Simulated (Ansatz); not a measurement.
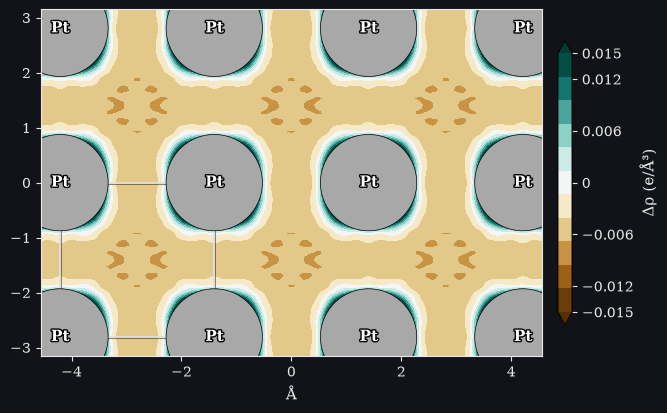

Pt. Difference of the valence pseudo-densities of two functionals at the same geometry, on the (110) plane of the calculation cell: r2SCAN less LDA.

Both computed with Ansatz (plane waves, PAW), on the same k-point mesh. Grey discs cover the atomic cores.

**What does the difference map show?**

Against LDA, r2SCAN gives less density in the space between the atoms (−0.007 e/Å³ on average) and a change of −0.006 e/Å³ at the midpoint of Pt–Pt.
